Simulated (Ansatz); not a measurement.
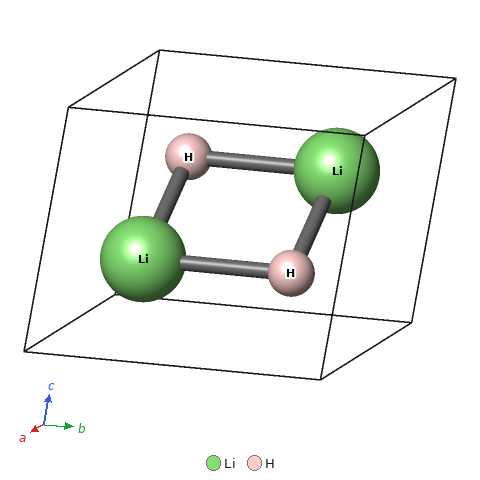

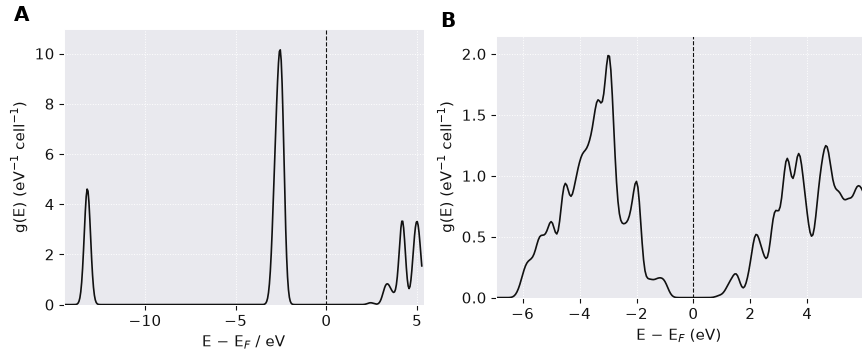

The first picture shows a structure, the second two computed total densities of states of different materials (energies from the Fermi level, put mid-gap where there is a gap; curves built from the levels of the k mesh are broadened by Gaussians of 0.3 to 0.4 eV). The structure was calculated with DFT, PBE, plane waves, PAW, no spin polarisation (Ansatz 0.2.0).

Question: Which plot belongs to the structure shown?

Answer: B. The structure is LiH, space group P2_1/m (No. 11), 4 atoms in the cell, wurtzite type, shear (xy) strain +3.0%, and the calculation gives a gap of 1.8 eV. The other plot: A is KI, space group F-43m (No. 216), 2 atoms in the cell, zincblende type (HSE06, gap 4.9 eV).
